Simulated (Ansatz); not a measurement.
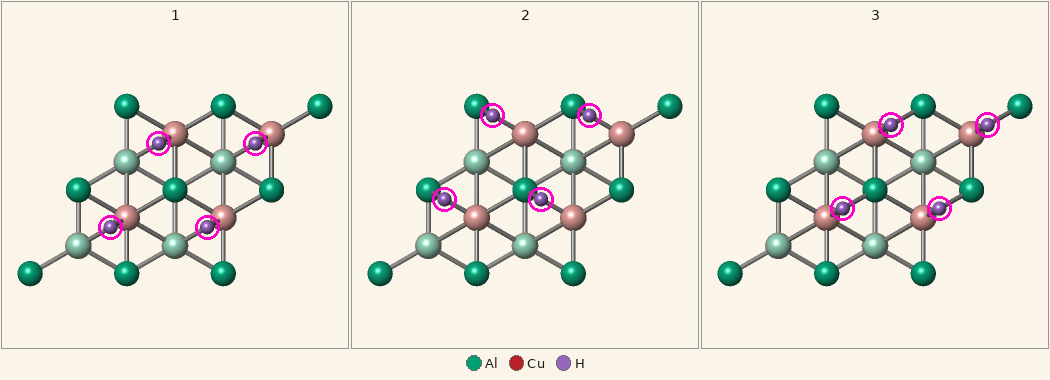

H on an Al₂Cu(101) slab cut from the Fm-3m phase, its upper half relaxed before the scan (6 atoms of substrate and one adsorbate in a 1 × 1 cell). 
- H is moved over the surface cell; relaxed at each place: the height of the adsorbate's atoms; substrate rigid; the origin of the map has the adsorbate above Al6.
- Places are given modulo a cell vector. The map is drawn in real space over the plane of the surface.
- Grid: 9 × 9 points; 19 points were computed and 62 follow by symmetry.
- Energies are in eV, from the lowest grid point.
- With one adsorbate in each 1 × 1 cell, its nearest image is 4.1 Å away, so neighbouring adsorbates interact.
- All numbers below come from Ansatz 0.2.0, DFT PBE, scalar-relativistic, plane waves, PAW. Settings: cutoff 420 eV, k-mesh 9×9×1, gaussian smearing 0.1 eV, no spin polarisation.

The numbered pictures are structures from this grid. Rings mark the moved atoms.

Q: Which is the most stable, and how do the others follow?

A: 3, at (7/9, 7/9) of the cell vectors [nearest 1 Cu at 1.70 Å]: 0.00 eV; 1, at (5/9, 5/9) of the cell vectors [nearest 1 Cu at 1.61 Å]: 0.13 eV; 2, at (2/9, 8/9) of the cell vectors [nearest 1 Al at 1.62 Å]: 0.21 eV.

The map, with the structures marked:

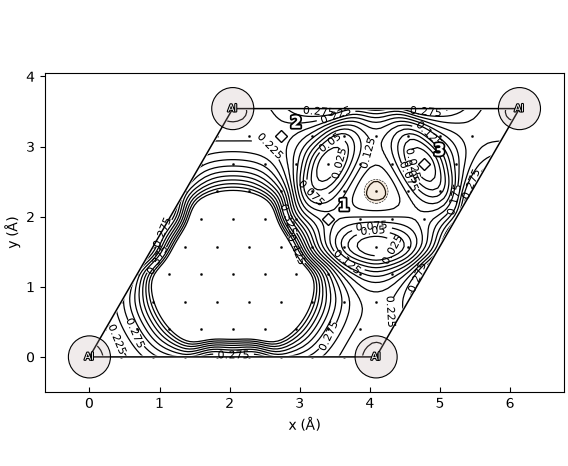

Drawn: contour lines labelled in eV (none above 0.45), dots at the grid points, labelled circles for the atoms of the top layer and small ones for the second layer, the outline of one cell of the plane. Between grid points the surface is interpolated.

PAW datasets: the set soft_1.
